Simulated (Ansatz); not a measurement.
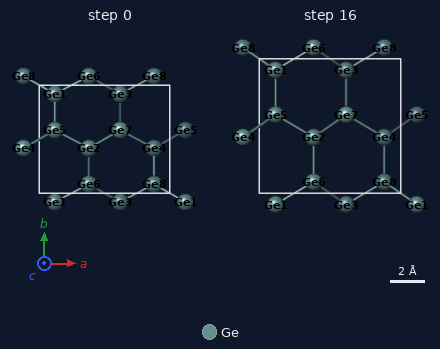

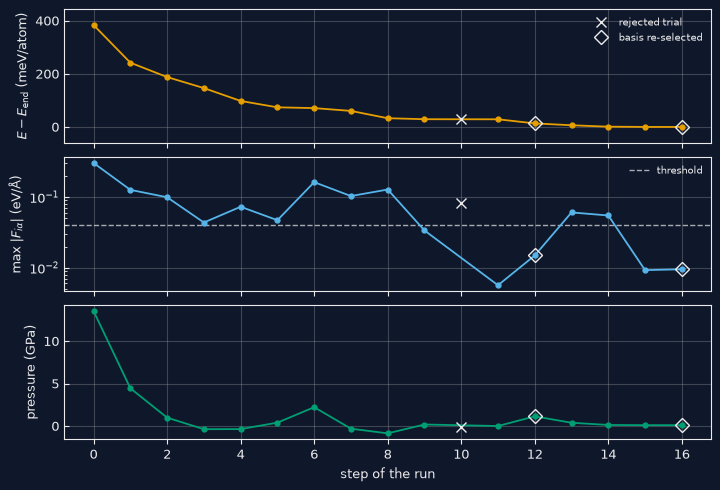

First and last geometry of a relaxation of a crystal of Ge (a generated structure, set up in Pnna) (coarse preliminary run), with the history of the run. A ball-and-stick model of the cell of the calculation, seen along the c axis.

All numbers below come from Ansatz, DFT PBE, scalar-relativistic, plane waves, PAW.

Input
```yaml
crystal:
  lattice:
    - [7.80706264, 0.0, 0.0]
    - [0.0, 6.46219039, 0.0]
    - [0.0, 0.0, 3.26764489]
  atoms:
    - { symbol: Ge, position: [0.12006218, 0.91682611, 0.6253348] }
    - { symbol: Ge, position: [0.37993782, 0.41682611, 0.8746652] }
    - { symbol: Ge, position: [0.62006218, 0.91682611, 0.3746652] }
    - { symbol: Ge, position: [0.87993782, 0.41682611, 0.1253348] }
    - { symbol: Ge, position: [0.12006218, 0.58317389, 0.8746652] }
    - { symbol: Ge, position: [0.37993782, 0.08317389, 0.6253348] }
    - { symbol: Ge, position: [0.62006218, 0.58317389, 0.1253348] }
    - { symbol: Ge, position: [0.87993782, 0.08317389, 0.3746652] }
basis:
  ecutwfc: 420
kpoints:
  mp_grid: { grid: [2, 4, 6] }
hamiltonian:
  xc: pbe
scf:
  occupations: { method: gaussian, width: 0.1 }
  lower_state_search: "off"
output:
  forces: true
  stress: true
  eigenvalues: true
relax:
  adjacent_minimum: "off"
  f_tol: 0.04
  max_steps: 70
  cell: { stress_tol: 0.4 }
```

Command:
```bash
ansatz run input.yaml --threads 1 --pin off --max-ram 2560MiB --backend cpu --events-out ev --progress --plain --runs-dir out
```

Read the history and describe the run.

It converged. Over 13 accepted moves (16 points after the start) the energy falls by 384 meV per atom. The largest force component goes from 0.31 to 0.0095 eV/Å. The pressure goes from 13.54 to 0.10 GPa. The line search rejected the trial step at point 10 of the run. At 2 points the geometry stayed and the basis and grid were re-selected for the new cell (energy shift of 15.4 meV per atom at most each time). The largest moves relative to the cell, 0.35 Å, are those of 8 atoms (Ge1, Ge2, Ge3, Ge4 and others). Ge5 goes roughly along −c. The volume changes by +13.9 %, with a 7.807 → 8.455 Å (+8.3 %), b 6.462 → 8.041 Å (+24.4 %), c 3.268 → 2.763 Å (−15.5 %). Near-neighbour distances that change, for instance: Ge1–Ge8 3.266 → 2.740 Å, Ge1–Ge1 3.268 → 2.763 Å, Ge1–Ge8 (another image) 2.311 → 2.740 Å, Ge1–Ge5 2.305 → 2.675 Å. Among the angles between lasting bonds that change: Ge5–Ge2–Ge7 119.9° → 111.3°, Ge6–Ge2–Ge7 124.1° → 119.4°, Ge5–Ge2–Ge6 116.0° → 120.5°. The space group (tolerance 0.01 Å) goes from Pnna (No. 52) to Cmcm (No. 63). Cost: 6.1 min on 1 thread of Arm Neoverse V1, on a shared host, peak memory 0.55 GiB.

| step | E − E(0), meV/atom | largest force component, eV/Å | pressure, GPa | volume, Å³/atom | note |
| --- | --- | --- | --- | --- | --- |
| 0 | 0.00 | 0.3052 | 13.54 | 20.607 |  |
| 1 | -141.70 | 0.1270 | 4.45 | 23.113 |  |
| 2 | -195.87 | 0.0999 | 0.99 | 23.915 |  |
| 3 | -237.41 | 0.0438 | -0.37 | 23.807 |  |
| 4 | -285.83 | 0.0732 | -0.36 | 23.317 |  |
| 5 | -309.87 | 0.0472 | 0.40 | 22.776 |  |
| 6 | -312.81 | 0.1632 | 2.22 | 22.372 |  |
| 7 | -323.35 | 0.1038 | -0.31 | 23.303 |  |
| 8 | -350.88 | 0.1284 | -0.86 | 23.237 |  |
| 9 | -354.63 | 0.0338 | 0.18 | 22.855 |  |
| 10 | -354.55 | 0.0840 | -0.12 | 22.921 | rejected |
| 11 | -354.97 | 0.0057 | 0.00 | 22.894 |  |
| 12 | -370.36 | 0.0150 | 1.14 | 22.894 | same geometry, new basis |
| 13 | -377.42 | 0.0609 | 0.39 | 23.286 |  |
| 14 | -382.73 | 0.0551 | 0.13 | 23.495 |  |
| 15 | -383.62 | 0.0093 | 0.10 | 23.478 |  |
| 16 | -383.76 | 0.0095 | 0.10 | 23.478 | same geometry, new basis |

Limits of the set-up: the k-point mesh is coarse for a cell with partly filled bands.
